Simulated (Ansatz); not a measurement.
## Si: a changed input and its effect

System: Si (P6/mmm, 2 atoms in the cell).
Method of the first run: Kohn-Sham DFT of a periodic cell, HSEsol, Ansatz PAW, no spin polarisation (Ansatz 0.2.0).

The structure was built on a prototype by a generator; it need not be a known phase. Text and figures count atoms from 1; the logs count them from 0 in places.

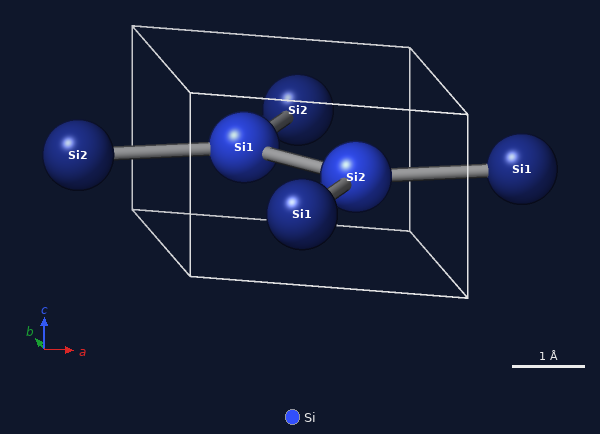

Figure 1. The structure as given in the input (ball-and-stick view of the cell of the calculation, seen slightly off an axis; neighbours outside the cell are drawn fainter; atoms are numbered from 1 in the order of the input). Near neighbours in the crystal (not all of them lie inside the picture): Si has 3 Si at 2.38 Å.

## Input, the first run
```yaml
crystal:
  lattice:
    - [4.12095, 0.0, 0.0]
    - [-2.06047, 3.56885, 0.0]
    - [0.0, 0.0, 2.65479]
  atoms:
    - { symbol: Si, position: [0.33333, 0.66667, 0.5] }
    - { symbol: Si, position: [0.66667, 0.33333, 0.5] }
hamiltonian:
  xc:
    exchange: hjs_pbesol
    correlation: pbesol
    exx: { coeff: 0.25, omega: 0.207 }
  pseudopotentials: { kind: paw }
kpoints:
  mp_grid: { grid: [4, 4, 5] }
scf:
  occupations: { method: fermi_dirac, width: 0.05 }
output:
  forces: true
  stress: true
  eigenvalues: true
  write_density: true
  write_potential: true
  elf: true
  volumetric_format: npy
relax:
  f_tol: 0.01
  max_steps: 40
  cell: { stress_tol: 0.05 }
```

Hardware: 1 × NVIDIA H100 80GB HBM3, 2 threads of AMD EPYC (Zen 3), 1656 GiB of memory available, shared host.

## Output, shortened to warnings, some set-up lines, iterations and results (the first run)
```
Warning: the atoms were moved onto the symmetric positions of the space group found under crystal.symmetry.tolerance 1.0e-5 (fractional; no operation is sought that the atoms, as they stand in a round, miss by more than twice it, and no atom is moved by as much as it), and the run uses the moved positions. Before a round's move an operation carried an atom to 4.12e-5 Å from where it should land, …
Basis set: ecut = 420 eV, 765 PW (Γ), exchange–correlation on 60×60×36 points (8 copies of the dense FFT grid, shifted against one another)
Symmetry: 24 space group operations
k-points: 12 of 80
Initial density: superposition of atomic densities (neutral atoms: chi_scale 0, normalization atom), corrected by the library's trained network
[...]
SCF iter   1: F=—  HF=-1242.424708 eV  |F-HF|=—  |Δ(HF+E_count)|=         —  Δρ=7.64e-3  dr2=3.77e-2  ethr=1.77e-3  ⟨swp⟩=8.6  Hψ=496  notcnv=0
SCF iter   2: F=—  HF=-1242.411768 eV  |F-HF|=—  |Δ(HF+E_count)|=   1.29e-2  Δρ=2.49e-3  dr2=3.61e-3  ethr=4.60e-5  ⟨swp⟩=3.0  Hψ=386  notcnv=0  defer=1
SCF iter   3: F=—  HF=-1242.410680 eV  |F-HF|=—  |Δ(HF+E_count)|=   1.09e-3  Δρ=2.82e-4  dr2=2.06e-5  ethr=4.52e-5  ⟨swp⟩=2.8  Hψ=167  notcnv=0
SCF iter   4: F=—  HF=-1242.410719 eV  |F-HF|=—  |Δ(HF+E_count)|=   3.91e-5  Δρ=8.20e-5  dr2=2.37e-6  ethr=2.58e-7  ⟨swp⟩=4.1  Hψ=232  notcnv=0
SCF iter   5: F=—  HF=-1242.410719 eV  |F-HF|=—  |Δ(HF+E_count)|=   6.86e-7  Δρ=3.71e-5  dr2=3.45e-7  ethr=2.97e-8  ⟨swp⟩=2.2  Hψ=150  notcnv=0
[... 59 lines ...]
SCF 11 converged in 3 iterations: F = -1251.742234 eV  dr2 = 4.99e-12
SCF iter   1: F=—  HF=-1251.742234 eV  |F-HF|=—  |Δ(HF+E_count)|=         —  Δρ=1.12e-7  dr2=5.00e-12  ethr=2.50e-12  ⟨swp⟩=15.7  Hψ=634  notcnv=1
SCF iter   2: F=-1251.742234 eV  HF=-1251.742234 eV  |F-HF|=1.14e-12  |Δ(HF+E_count)|=  4.55e-13  Δρ=5.21e-8  dr2=5.52e-13  ethr=1.00e-12  ⟨swp⟩=2.0  Hψ=146  notcnv=0
SCF 12 converged in 2 iterations: F = -1251.742234 eV  dr2 = 5.52e-13
relax step   5: F+E_penalty+E_count = -1251.74223369 eV  Δ(F+E_penalty+E_count) = +1.630e-4 eV  max|allowed force component| = 1.156e-16 eV/Å  Δτ_max = 0.0000 Å  P = -0.036 …
basis re-selected at this cell: Δ(F+E_penalty+E_count) = +1.630e-4 eV, ΔP = -0.009 GPa vs the last step (what re-selecting the basis moved, of the pressure what is left beyond the Pulay correction that the steps carried, after the strain that the cell walked since its last selection, with what the …
hybrid SCF converged: 2 outer / 5 inner (+0 warm-up), last move |dexx| = 4.01e-13 eV, tail = 1.15e-12 eV
Stability not checked: this state was not tested for a lower state beside it, because the functional holds exact exchange (a hybrid, or Hartree-Fock), whose exchange loop this test does not read (fock_operator; see scf.lower_state_search)
Free energy (F): -1251.742234 eV
Frozen-core exchange: fock
Harris-Foulkes:  -1251.742234 eV  (|F-HF|=1.14e-12)
Internal energy: -1251.741271 eV  (E = F + TS)
E sigma→0 (E₀):  -1251.741753 eV
Entropy (-TS):   -0.000962 eV (-0.481 meV/atom)
Fermi energy:    6.721257 eV
--- Per-component energies (eV) ---
  E_band       = 7.410142
  E_kinetic    = 80.447254
  E_local      = -46.065035  (includes V_loc(G=0)·N_el)
  E_nonlocal   = 51.079524
  E_hartree    = 13.360982
  E_xc         = -89.849383
  E_vxc        = -76.990333  (∫ρ·V_xc dr)
  E_exx        = -10.840963  (= α·E_x^exact, valence–valence)
  E_paw        = -1015.480125  (= ΣΔE_a)
  E_vpaw       = -6.101322  (= ΣTr[D̂ρ^β])
  E_aug_tail   = 0.000013  (compensation charges beyond the density's cutoff)
  E_ewald      = -234.325023
  E_core_change = -0.068515  (= ΣΔE_core)
  E_smearing   = -0.000962  (= −TS)
  E_closure    = 0.000000  (closes the sum)
  Σ components = -1251.742234   (vs F -1251.742234, Δ=2.27e-13)
--- Forces (eV/Å), atoms counted from 1 ---
  atom   1  Si     0.00000000    -0.00000000     0.00000000
  atom   2  Si    -0.00000000     0.00000000     0.00000000
  max |Σ_I F_I| component: 3.70e-17 eV/Å
--- Stress (GPa, compression-positive) ---
       -0.033955      -0.000000       0.000000
       -0.000000      -0.033955       0.000000
        0.000000       0.000000      -0.040804
  P = ⅓ Tr σ = -0.0362 GPa (-0.362 kbar)
--- Relaxed structure (4 steps of the walk, 4 accepted, 1 SCFs on fresh bases) ---
  F+E_penalty+E_count = -1251.74223369 eV   max|allowed force component| = 1.156e-16 eV/Å   (the final SCF, on the basis selected at the relaxed cell)
  cell:  # Å, volume = 37.3033 Å³
[...]
```

For the second run the input was changed thus:
```diff
-  xc:
-    exchange: hjs_pbesol
-    correlation: pbesol
-    exx: { coeff: 0.25, omega: 0.207 }
+  xc: b3lyp
```

Predict how the results change.

The total energies belong to different methods, so their difference says nothing on which is more stable or more accurate. The volume per atom goes from 18.65 to 19.69 Å³. On the same kind of shared host the second run took about 0.66 times as long.

## Output, shortened to warnings, some set-up lines, iterations and results (the second run)
```
Warning: the atoms were moved onto the symmetric positions of the space group found under crystal.symmetry.tolerance 1.0e-5 (fractional; no operation is sought that the atoms, as they stand in a round, miss by more than twice it, and no atom is moved by as much as it), and the run uses the moved positions. Before a round's move an operation carried an atom to 4.12e-5 Å from where it should land, …
Basis set: ecut = 420 eV, 765 PW (Γ), exchange–correlation on 60×60×36 points (8 copies of the dense FFT grid, shifted against one another)
Symmetry: 24 space group operations
k-points: 12 of 80
Initial density: superposition of atomic densities (neutral atoms: chi_scale 0, normalization atom), corrected by the library's trained network
[...]
SCF iter   1: F=—  HF=-1277.339638 eV  |F-HF|=—  |Δ(HF+E_count)|=         —  Δρ=9.74e-3  dr2=4.86e-2  ethr=1.77e-3  ⟨swp⟩=9.0  Hψ=502  notcnv=0
SCF iter   2: F=—  HF=-1277.322298 eV  |F-HF|=—  |Δ(HF+E_count)|=   1.73e-2  Δρ=3.53e-3  dr2=6.17e-3  ethr=6.08e-4  ⟨swp⟩=3.0  Hψ=205  notcnv=0  defer=1
SCF iter   3: F=—  HF=-1277.320528 eV  |F-HF|=—  |Δ(HF+E_count)|=   1.77e-3  Δρ=4.46e-4  dr2=6.85e-5  ethr=8.35e-7  ⟨swp⟩=3.0  Hψ=430  notcnv=0
SCF iter   4: F=—  HF=-1277.320521 eV  |F-HF|=—  |Δ(HF+E_count)|=   6.57e-6  Δρ=9.51e-5  dr2=4.06e-6  ethr=8.35e-7  ⟨swp⟩=2.2  Hψ=152  notcnv=0
SCF iter   5: F=—  HF=-1277.320521 eV  |F-HF|=—  |Δ(HF+E_count)|=   7.58e-8  Δρ=5.96e-5  dr2=1.30e-6  ethr=5.08e-8  ⟨swp⟩=2.8  Hψ=161  notcnv=0
[... 67 lines ...]
SCF 11 converged in 3 iterations: F = -1278.835402 eV  dr2 = 7.97e-12
SCF iter   1: F=—  HF=-1278.835402 eV  |F-HF|=—  |Δ(HF+E_count)|=         —  Δρ=2.09e-7  dr2=2.44e-12  ethr=5.58e-11  ⟨swp⟩=14.8  Hψ=616  notcnv=0
SCF iter   2: F=-1278.835402 eV  HF=-1278.835402 eV  |F-HF|=7.73e-12  |Δ(HF+E_count)|=  2.11e-11  Δρ=1.01e-7  dr2=6.38e-13  ethr=1.00e-12  ⟨swp⟩=2.0  Hψ=145  notcnv=0
SCF 12 converged in 2 iterations: F = -1278.835402 eV  dr2 = 6.38e-13
relax step   5: F+E_penalty+E_count = -1278.83540195 eV  Δ(F+E_penalty+E_count) = -9.395e-5 eV  max|allowed force component| = 8.789e-17 eV/Å  Δτ_max = 0.0000 Å  P = -0.001 …
basis re-selected at this cell: Δ(F+E_penalty+E_count) = -9.395e-5 eV, ΔP = +0.003 GPa vs the last step (what re-selecting the basis moved, of the pressure what is left beyond the Pulay correction that the steps carried, after the strain that the cell walked since its last selection, with what the …
hybrid SCF converged: 2 outer / 5 inner (+0 warm-up), last move |dexx| = 2.50e-12 eV, tail = 1.31e-12 eV
Stability not checked: this state was not tested for a lower state beside it, because the functional holds exact exchange (a hybrid, or Hartree-Fock), whose exchange loop this test does not read (fock_operator; see scf.lower_state_search)
Free energy (F): -1278.835402 eV
Frozen-core exchange: fock
Harris-Foulkes:  -1278.835402 eV  (|F-HF|=7.73e-12)
Internal energy: -1278.835069 eV  (E = F + TS)
E sigma→0 (E₀):  -1278.835236 eV
Entropy (-TS):   -0.000333 eV (-0.166 meV/atom)
Fermi energy:    6.404656 eV
--- Per-component energies (eV) ---
  E_band       = 5.417174
  E_kinetic    = 79.745093
  E_local      = -52.780119  (includes V_loc(G=0)·N_el)
  E_nonlocal   = 52.789822
  E_hartree    = 14.740808
  E_xc         = -89.913911
  E_vxc        = -75.104629  (∫ρ·V_xc dr)
  E_exx        = -11.118126  (= α·E_x^exact, valence–valence)
  E_paw        = -1042.054081  (= ΣΔE_a)
  E_vpaw       = -6.478370  (= ΣTr[D̂ρ^β])
  E_aug_tail   = 0.000013  (compensation charges beyond the density's cutoff)
  E_ewald      = -230.191799
  E_core_change = -0.052770  (= ΣΔE_core)
  E_smearing   = -0.000333  (= −TS)
  E_closure    = -0.000000  (closes the sum)
  Σ components = -1278.835402   (vs F -1278.835402, Δ=0.00e0)
--- Forces (eV/Å), atoms counted from 1 ---
  atom   1  Si     0.00000000     0.00000000     0.00000000
  atom   2  Si     0.00000000    -0.00000000     0.00000000
  max |Σ_I F_I| component: 7.40e-17 eV/Å
--- Stress (GPa, compression-positive) ---
        0.002290      -0.000000       0.000000
       -0.000000       0.002290       0.000000
        0.000000       0.000000      -0.006550
  P = ⅓ Tr σ = -0.0007 GPa (-0.007 kbar)
--- Relaxed structure (4 steps of the walk, 4 accepted, 1 SCFs on fresh bases) ---
  F+E_penalty+E_count = -1278.83540195 eV   max|allowed force component| = 8.789e-17 eV/Å   (the final SCF, on the basis selected at the relaxed cell)
  cell:  # Å, volume = 39.3900 Å³
[...]
```

## The two runs side by side

| quantity | the first run | the second run |
| --- | --- | --- |
| outcome | converged | converged |
| free energy per atom (eV) | −625.8711 | −639.4177 |
| energy per atom, smearing taken to zero (eV) | −625.8709 | −639.4176 |
| gap on the mesh (eV) | 0.00 | 0.00 |
| pressure (GPa) | −0.04 | 0.00 |
| volume per atom (Å³) | 18.65 | 19.69 |
| largest force (eV/Å) | 0.000 | 0.000 |
| irreducible k-points | 12 | 12 |
| wall time (shared host) | 34 s | 23 s |

For both runs: Warnings: the structure was made exactly symmetric. For the second run: Points of doubt noted for this run: forces on files of another functional.
